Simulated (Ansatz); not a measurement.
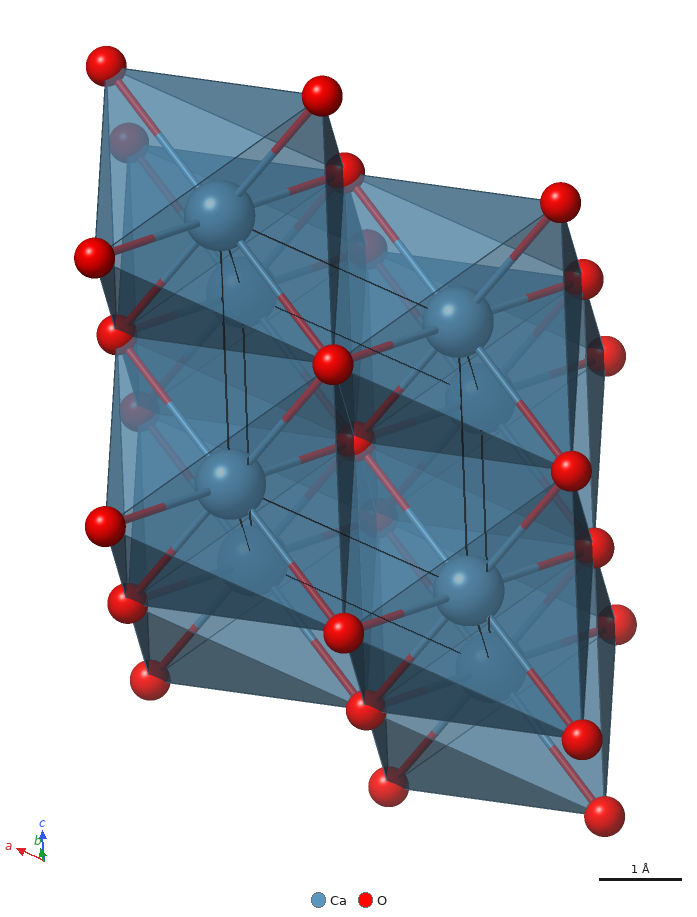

Polyhedral drawing of the structure, looking from a general direction. The frame is the simulation cell; atoms at its boundary are shown with their periodic copies. A few atoms beyond the faces are included.

This input was run:
```yaml
crystal:
  lattice:
    - [-0.0505059998, 2.3949951161, 2.3949951161]
    - [2.3949951161, -0.0505059998, 2.3949951161]
    - [2.3949951161, 2.3949951161, -0.0505059998]
  atoms:
    - { symbol: Ca, position: [0.0, 0.0, 0.0] }
    - { symbol: O, position: [0.5, 0.5, 0.5] }
kpoints:
  mp_grid: { grid: [10, 10, 10] }
  band_path:
    path:
      - [0.0, 0.0, 0.0]
      - [0.5, 0.0, 0.5]
      - [0.625, 0.25, 0.625]
      - [0.375, 0.375, 0.75]
      - [0.5, 0.5, 0.5]
      - [0.5, 0.25, 0.75]
      - [0.0, 0.5, 0.5]
    npoints: 1
hamiltonian:
  xc: pbe
scf:
  occupations: { method: fermi_dirac, width: 0.02 }
  n_extra_bands: 4
output:
  forces: true
  stress: true
  eigenvalues: true
```
Run as:
```sh
ansatz run input.yaml --threads 2 --pin off --max-ram 18432MiB --backend cpu --events-out ev --progress --plain --runs-dir out
```

Computed with DFT, PBE, plane waves, PAW (Ansatz). Settings: a kinetic-energy cutoff of 420 eV, 10×10×10 k-points, Fermi-Dirac smearing of 0.02 eV, no spin polarisation.

Question: Does it come out as a metal, or with a gap?

Answer: An insulator at this level, with a gap of 3.58 eV, indirect; the smallest direct gap is 3.98 eV.

Question: Which way would the volume go on relaxing?

Answer: The computed pressure is -0.6 GPa (stretched: it would shrink). The stress isn't hydrostatic: its largest component is 1.5 GPa.

Provenance: a structure type filled with these elements by a generator (whether the compound takes this form wasn't checked). The cell was then strained or its atoms displaced on purpose. It went into a calculation with Ansatz.
